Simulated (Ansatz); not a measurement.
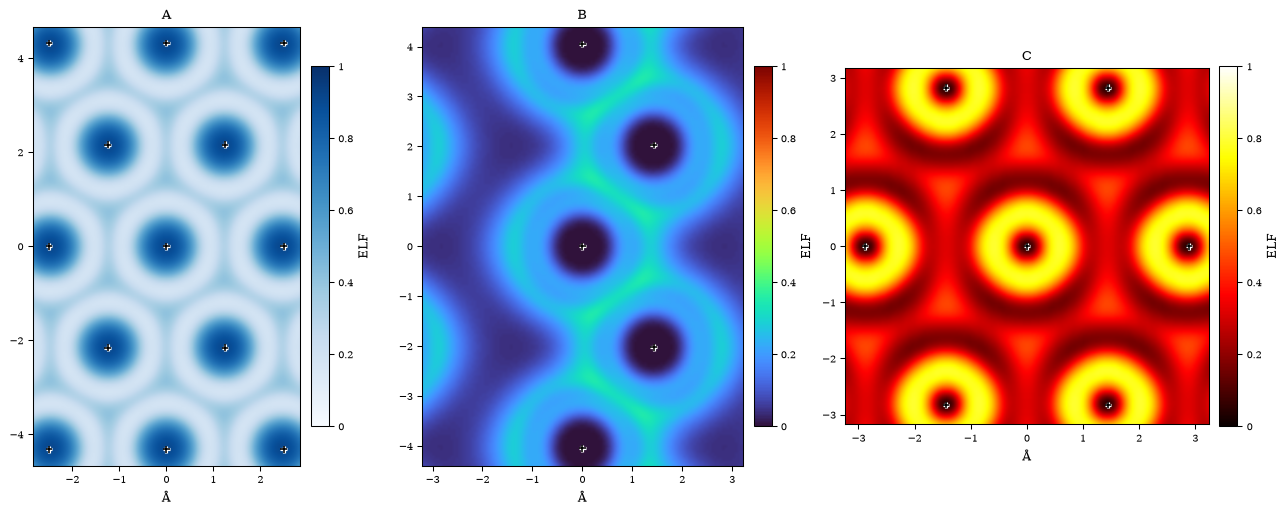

The ELF of 3 systems, each on a plane through atoms (crosses mark nuclei in the plane).

Method: DFT, RPBE, plane waves (420 eV) with PAW, scalar-relativistic in Ansatz.

System 1: Nb, the (001) plane of the conventional cell. Space group Fddd; set up as Nb, beta-Sn type; a generated structure, not necessarily the stable one; changed on purpose from its base cell (volume × 1.12); computed pressure about −14 GPa in this cell.

```
CELL_PARAMETERS angstrom
-0.00007 -0.00007 -2.88644
3.99612 -3.99612 0.00000
-7.30309 -7.30309 -0.00026
ATOMIC_POSITIONS crystal
Nb 0.75000 0.75000 0.75000
Nb 0.25000 0.25000 0.75000
Nb 0.75000 0.25000 0.25000
Nb 0.25000 0.75000 0.25000
Nb 0.50000 0.50029 0.50000
Nb 0.00000 0.00029 0.50000
Nb 0.50000 0.00029 0.00000
Nb 0.00000 0.50029 0.00000
```

System 2: Mn, the (111) plane of the conventional cell. Space group Fm-3m; set up as Mn, fcc; a generated structure, not necessarily the stable one; changed on purpose from its base cell (volume × 1.0); the program warned that a starting moment wasn't kept; spin-polarised, but the moments vanished.

```cif
data_structure
_symmetry_space_group_name_H-M 'P 1'
_symmetry_Int_Tables_number 1
_cell_length_a 3.5260
_cell_length_b 3.5260
_cell_length_c 3.5260
_cell_angle_alpha 90.000
_cell_angle_beta 90.000
_cell_angle_gamma 90.000
_cell_volume 43.84
loop_
_atom_site_label
_atom_site_type_symbol
_atom_site_fract_x
_atom_site_fract_y
_atom_site_fract_z
_atom_site_occupancy
Mn1 Mn 0.00000 0.00000 0.00000 1
Mn2 Mn 0.50000 0.50000 0.00000 1
Mn3 Mn 0.50000 0.00000 0.50000 1
Mn4 Mn 0.00000 0.50000 0.50000 1
```

System 3: Zn, the (011) plane of the conventional cell. Space group Fd-3m; set up as Zn, diamond; a generated structure, not necessarily the stable one; changed on purpose from its base cell (volume × 0.88); computed pressure about 3 GPa in this cell.

```
Zn
1.0
     5.72356    0.00000    0.00000
     0.00000    5.72356    0.00000
     0.00000    0.00000    5.72356
Zn
8
Direct
  0.75000 0.25000 0.25000
  0.25000 0.75000 0.25000
  0.25000 0.25000 0.75000
  0.75000 0.75000 0.75000
  0.50000 0.00000 0.00000
  0.00000 0.50000 0.00000
  0.00000 0.00000 0.50000
  0.50000 0.50000 0.50000
```

> Which map belongs to which system?

Panel A is system 2, Mn: the plane holds Mn. Mn–Mn (2.49 Å): the ELF is about 0.30 at the midpoint. Panel B is system 3, Zn: the plane holds Zn. Zn–Zn (2.48 Å): the ELF is about 0.30 at the midpoint. Panel C is system 1, Nb: the plane holds Nb. Nb–Nb (2.89 Å): the ELF is about 0.30 at the midpoint.
